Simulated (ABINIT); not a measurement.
## Single-point calculation at one volume of an equation of state, with input and output: Si

The run: single-point calculation at one volume of an equation of state of Si (2 atoms in the cell). Method and program: Kohn-Sham DFT of a periodic cell, AM05 with D4, JTH PAW PBE v2.0, no spin polarisation (ABINIT 10.8.3).

The structure derives from a Materials Project entry.

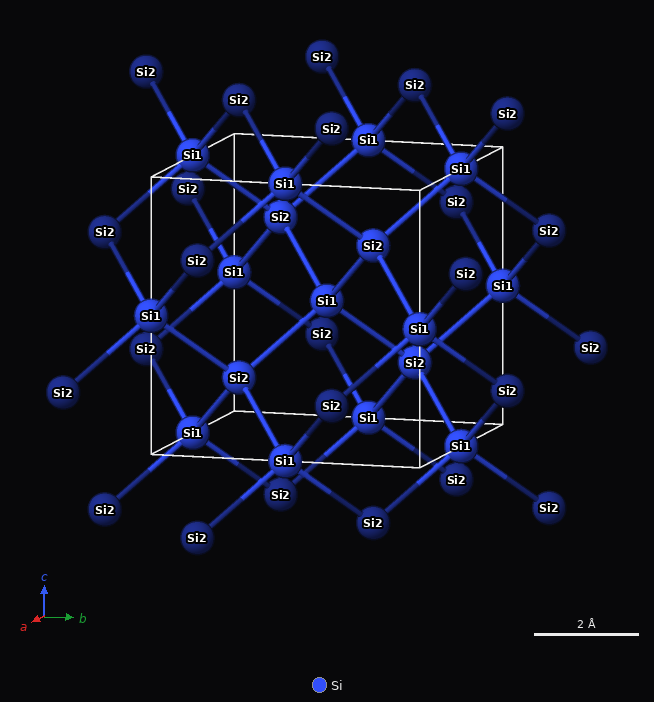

Figure 1. The input geometry (ball-and-stick view of the cell 4 times as large as that of the calculation, set on its symmetry axes, seen slightly off an axis; neighbours outside the cell are drawn fainter; atoms are numbered from 1 in the order of the input). Near neighbours in the crystal (not all of them lie inside the picture): Si has 4 Si at 2.36 Å.

Input file
```python
import json, os
import numpy as np
from ase.eos import EquationOfState
from ase.units import GPa
from ase.calculators.mixing import SumCalculator
from dftd4.ase import DFTD4
from ase.calculators.abinit import Abinit, AbinitProfile
from ase import Atoms

atoms = Atoms(['Si', 'Si'],
              cell=[[0.0, 2.7218511865, 2.7218511865], [2.7218511865, 0.0, 2.7218511865], [2.7218511865, 2.7218511865, 0.0]],
              scaled_positions=[[0.5, 0.5, 0.5], [0.75, 0.75, 0.75]],
              pbc=True)

profile = AbinitProfile(command='abinit', pp_paths=[os.path.abspath('pseudos')])
params = dict(
    pps='pawxml', xc='PBE',
    ecut=408.1708,
    pawecutdg=816.3416,
    kptopt=1,
    ngkpt=[8, 8, 8],
    nshiftk=1,
    shiftk=[0.0, 0.0, 0.0],
    ixc=-120135,
    nband=8,
    occopt=3,
    tsmear=0.05,
    nstep=100,
    tolvrs=1e-09,
    prtwf=0,
    prtden=0,
)

cell0 = atoms.cell.copy()
volumes, energies = [], []
for i, x in enumerate([0.94, 0.96, 0.98, 1.0, 1.02, 1.04, 1.06]):
    atoms.set_cell(cell0 * x ** (1 / 3), scale_atoms=True)
    atoms.calc = SumCalculator([Abinit(profile=profile, directory=f'v{i}', **params), DFTD4(method='am05')])
    volumes.append(atoms.get_volume() / len(atoms))
    dft, disp = atoms.calc.mixer.calcs
    energies.append((dft.get_property('free_energy', atoms) + disp.get_property('energy', atoms)) / len(atoms))
    print(f'{x:5.2f} {volumes[-1]:10.5f} A^3/atom {energies[-1]:14.6f} eV/atom', flush=True)
    json.dump(dict(volumes=volumes, energies=energies), open('results.json', 'w'))
v0, e0, b0 = EquationOfState(volumes, energies, eos='murnaghan').fit()
print(f'V0 {v0:.4f} A^3/atom  E0 {e0:.6f} eV/atom  B0 {b0 / GPa:.2f} GPa')
```

File abinit.in
```
ecut 408.1708 eV
ixc -120135
kptopt 1
natom 2
nband 8
ngkpt
8 8 8
nshiftk 1
nsppol 1
nstep 100
occopt 3
pawecutdg 816.3416 eV
prtden 0
prtwf 0
shiftk
0.0 0.0 0.0
tolvrs 1e-09
tsmear 0.05 eV
#Definition of the unit cell
acell
1.00000000000000 1.00000000000000 1.00000000000000 Angstrom
rprim
0.00000000000000 2.77523437048052 2.77523437048052
2.77523437048052 0.00000000000000 2.77523437048052
2.77523437048052 2.77523437048052 0.00000000000000
chkprim 0 # Allow non-primitive cells
#Definition of the atom types
ntypat 1
znucl 14
#Enumerate different atomic species
typat
 1 1
pseudos "./pseudos/Si.GGA_PBE-JTH.xml"
#Definition of the atoms
xcart
5.24443289521765 5.24443289521765 5.24443289521765
7.86664934282647 7.86664934282647 7.86664934282647
chkexit 1 # abinit.exit file in the running directory terminates after the current SCF
```

Launch command:
```bash
python run.py
```

The program's output
```
0.94   18.95488 A^3/atom    -108.083644 eV/atom
 0.96   19.35817 A^3/atom    -108.091893 eV/atom
 0.98   19.76147 A^3/atom    -108.094653 eV/atom
 1.00   20.16476 A^3/atom    -108.092486 eV/atom
 1.02   20.56806 A^3/atom    -108.085803 eV/atom
 1.04   20.97135 A^3/atom    -108.075247 eV/atom
 1.06   21.37465 A^3/atom    -108.061355 eV/atom
V0 19.7731 A^3/atom  E0 -108.094657 eV/atom  B0 95.88 GPa
```

Key numbers

```csv
quantity,value
outcome,converged
space group (tolerance 0.01 Å),Fd-3m (227)
hardware,"1 thread of Arm Neoverse N1, 98 GiB of memory available, shared host"
wall time,1.9 min
peak memory,0.09 GiB
```
